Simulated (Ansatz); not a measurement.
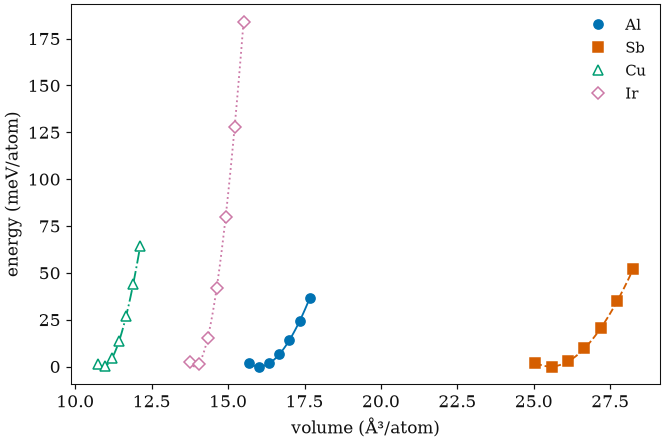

The plot gives the computed energy against volume, with one curve for each element, for Al, Cu, Ir and Sb (all in space group P6_3/mmc (No. 194)).

How it was computed, with Ansatz 0.2.0: all-electron LAPW DFT, no spin polarisation; energies at scaled volumes of the given cell, shape and fractions fixed, counted from the fit's minimum, third-order Birch-Murnaghan fit. Level: LDA.

- occupations: Fermi–Dirac
- smearing width: 0.05 eV
- potentials: all electron LAPW, scalar relativistic

Settings that differ: Al: k mesh 11×11×6; Sb: k mesh 9×9×5; Cu: k mesh 12×12×7; Ir: k mesh 11×11×6.

Order the curves by fitted equilibrium volume, smallest first.

Cu 10.904, Ir 13.908, Al 16.008, Sb 25.540 Å³/atom.

Order the curves by fitted bulk modulus, smallest first.

Sb 68.0, Al 81.3, Cu 186.8, Ir 401.4 GPa.

Caveats: shape and atomic fractions are frozen while scaling, which makes layered, chain and framework solids too stiff.
